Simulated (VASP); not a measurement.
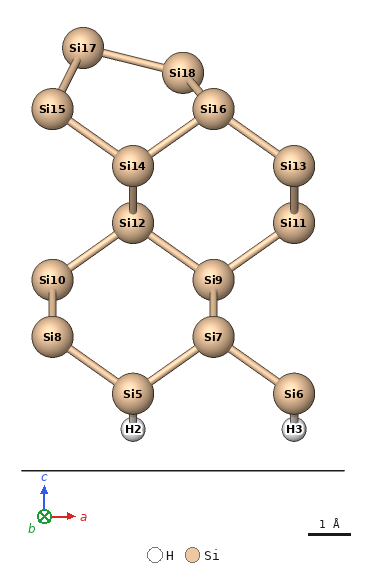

Starting structure of a slab of composition Si7H2. The picture is a ball-and-stick view of the 1 × 2 repeat of the cell, outlined in the plane, without the vacuum (origin shifted), seen along the b axis.

The run lets the atoms move in a fixed cell. 10 atoms are held fixed.

These are results of VASP, Kohn-Sham DFT of a periodic cell, RPBE, VASP PAW PBE potentials, recommended, not measurements.

Input file:
```
PREC = Normal ; ENCUT = 450
EDIFF = 1E-6 ; ISMEAR = 0
SIGMA = 0.05 ; LREAL = Auto
LASPH = True ; NELM = 80
ALGO = Normal ; ISIF = 2
LWAVE = False ; LCHARG = False
LDIPOL = True ; IDIPOL = 3
DIPOL = 0.5 0.5 0.471 ; GGA = RP
IBRION = 2 ; NSW = 90
EDIFFG = -0.03
```

Launched with:
```bash
cat potpaw_PBE.64/H/POTCAR potpaw_PBE.64/Si/POTCAR > POTCAR
mpirun -np 8 vasp_std > vasp.out
```

The structure:
```
H Si
1.0
     7.77455    0.00000    0.00000
     0.00000    3.88728    0.00000
     0.00000    0.00000   26.20649
H Si
4 14
Cartesian
  3.8873 2.6707 8.5000
  3.8873 1.2166 8.5000
  0.0000 1.2166 8.5000
  0.0000 2.6707 8.5000
  3.8873 0.0000 9.3603
  0.0000 0.0000 9.3603
  5.8309 0.0000 10.7347
  1.9436 0.0000 10.7347
  5.8309 1.9436 12.1090
  1.9436 1.9436 12.1090
  0.0000 1.9436 13.4834
  3.8873 1.9436 13.4834
  0.0000 0.0000 14.8578
  3.8873 0.0000 14.8578
  1.9436 0.0000 16.2321
  5.8309 0.0000 16.2321
  2.6822 1.9436 17.7065
  5.0923 1.9436 17.1065
```

What does the optimiser find from here?

Answer. After 31 geometry steps the energy has fallen by 0.583 eV per cell of the calculation. Largest force component: 1.5 eV/Å at the start, 0.45 eV/Å at the end. Si18 moves most: 0.46 Å at 73° to the normal (−c side). H stays in place. The lattice vectors keep their values. Near-neighbour distances that change, for instance: Si17–Si18 2.484 → 2.317 Å, Si15–Si17 2.549 → 2.420 Å, Si16–Si18 2.256 → 2.352 Å, Si13–Si15 2.380 → 2.426 Å. Bond angles that change, for instance: Si15–Si17–Si18 98.1° → 88.2°, Si14–Si15–Si17 95.6° → 105.3°, Si15–Si14–Si16 109.5° → 100.4°. It ran on 8 threads of Intel(R) Xeon(R) Platinum 8559C (Emerald Rapids), on a shared host.

The end point in the same view:

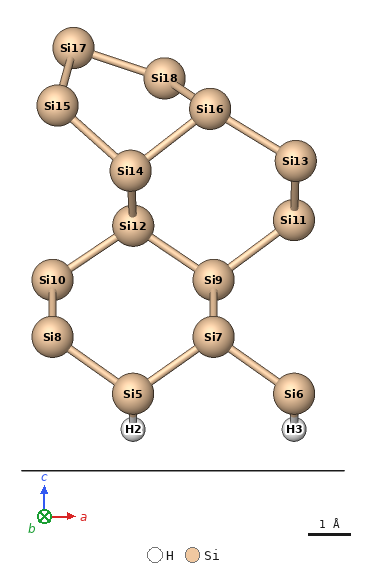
